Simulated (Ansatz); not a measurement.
MoS2

```
Mo S
1.0
    -1.56161    2.70479    0.00000
     0.00000    0.00000  -11.99141
    -1.56161   -2.70479    0.00000
Mo S
2 4
Cartesian
  -2.2558 -0.9016 -8.9936
  -0.8674 0.9016 -2.9979
  -0.8722 -0.9016 -4.5507
  -2.2511 0.9016 -10.5464
  -0.8722 -0.9016 -1.4450
  -2.2511 0.9016 -7.4407
```

Space group P2₁/m; a point of a scan over the structure, not its minimum; changed on purpose from its base cell (mode 4 frozen in at -0.700 Å, equal normal strain along x, y and z -0.0083); computed pressure about 5 GPa in this cell; computed without spin polarisation; PAW files of the earlier set (soft_1).

These are results of DFT PBE+D3(BJ), scalar-relativistic, plane waves, PAW in Ansatz 0.2.0, not measurements.

Core electrons are frozen (PAW), and the valence fields are smoothed inside the atomic spheres.

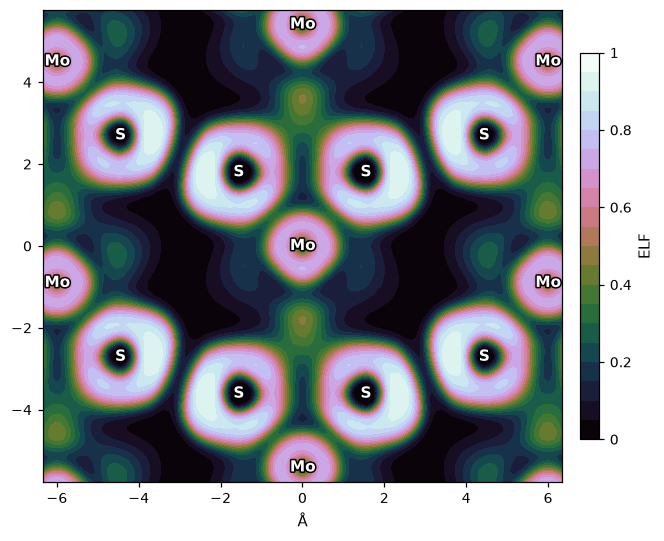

Figure 1. Electron localisation function on the (101) plane of the conventional cell.

> Interpret the plot.

The plane passes through Mo and S nuclei.
Mo–S (2.38 Å): the ELF peaks at about 0.85 in the valence shell of S, 0.8 Å from its nucleus, and is about 0.45 at the midpoint.
The features right at Mo lie inside the PAW spheres, where the map follows smoothed inner orbitals and isn't to be read closely.

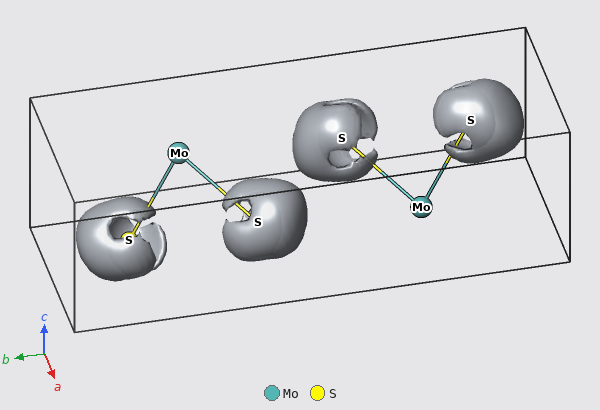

Figure 2. Isosurface of the ELF at 0.8 (grey), seen at an oblique angle. Only the valence region is drawn (cores and ρ < 0.01 e/Å³ removed). Sticks mark near contacts.

> What do the ELF domains correspond to?

At this value the surface marks out four regions wrapped around S (the valence shell of each), counted in one cell of 6 atoms. Any copies at cell faces, edges or corners count once.

> Metal or insulator at this level of theory?

It is gapped, with a Kohn–Sham gap of 0.66 eV on the k-point mesh, an upper bound to the gap of this method.
